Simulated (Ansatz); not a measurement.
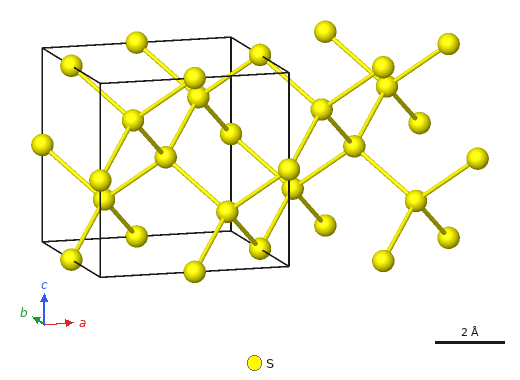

This is a symmetric starting cell of S (made from another compound by putting S in place of Se). Style: ball-and-stick. Shown: the conventional cell (4 times the calculation's cell), repeated 2 × 1 × 1 with one cell outlined, slightly off an axis. Lengths and directions refer to the drawn axes.

The calculation used Ansatz 0.2.0, DFT PBE, scalar-relativistic, plane waves, PAW. Settings: plane-wave cutoff 420 eV; k-point mesh 14 × 14 × 14; occupations gaussian; smearing width 0.1 eV; no spin polarisation.

Now this is done to it. All lengths are scaled by −3.8 % (volume −10.9 %), the atoms keeping their fractional coordinates. No relaxation follows. The starting cell wasn't computed here and needn't be at equilibrium, so pressure and forces aren't due to the change alone.

Input file:
```yaml
crystal:
  lattice:
    - [0.0, 2.7824996949, 2.7824996949]
    - [2.7824996949, 0.0, 2.7824996949]
    - [2.7824996949, 2.7824996949, 0.0]
  atoms:
    - { symbol: S, position: [0.5, 0.5, 0.5] }
    - { symbol: S, position: [0.75, 0.75, 0.75] }
basis:
  ecutwfc: 420
kpoints:
  mp_grid: { grid: [14, 14, 14] }
hamiltonian:
  xc: pbe
scf:
  occupations: { method: gaussian, width: 0.1 }
output:
  forces: true
  stress: true
  eigenvalues: true
  populations: true
```

Run as
```bash
ansatz run input.yaml --threads 1 --pin off --max-ram 1331MiB --backend cpu --events-out ev --progress --plain --runs-dir out
```

Question: Predict the response.

Answer: The pressure is 6.4 GPa (not all of it need come from the change, since the unchanged cell can be under pressure at this level too). All forces vanish by symmetry. Near-neighbour distances before and after: S–S 2.504 → 2.410 Å. The space group stays Fd-3m (No. 227).

The changed structure in the same view:

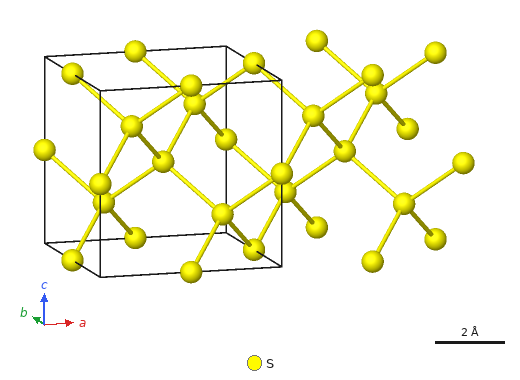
